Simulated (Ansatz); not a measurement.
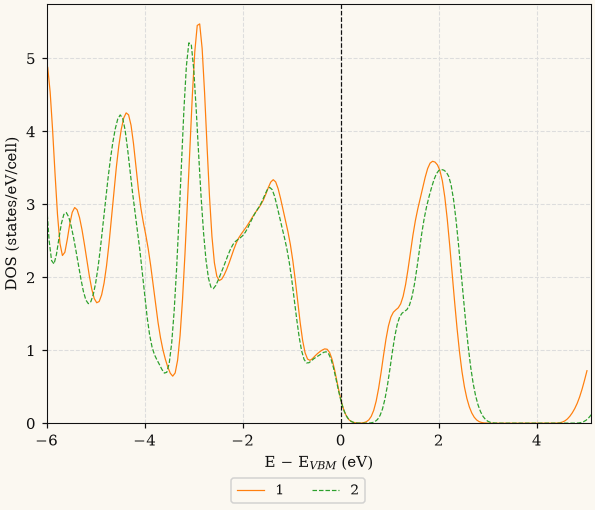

Total densities of states of PtS$_{2}$, space group P-3m1, 3 atoms in the cell, 1T (CdI2) bulk type, uniaxial (z) strain +1.0%, by two methods on the same cell. The curves are built from the levels of the k mesh with Gaussians 0.3 eV wide, which also blur the band edges. Each is counted from its own valence-band top.

Which curve is which? The methods: PBE, r2SCAN.

Answer. 1 is PBE; 2 is r2SCAN. PBE gives a gap of 0.74 eV and r2SCAN gives a gap of 0.91 eV.

Settings. PBE: DFT, PBE, plane waves, PAW, no spin polarisation, 12×12×6 k mesh, 420 eV cutoff, Fermi-Dirac smearing of 0.02 eV (Ansatz 0.2.0). r2SCAN: DFT, r2SCAN, plane waves, PAW, no spin polarisation, 12×12×6 k mesh, 500 eV cutoff (Ansatz 0.2.0).

Spin-orbit coupling is left out, which matters for Pt.
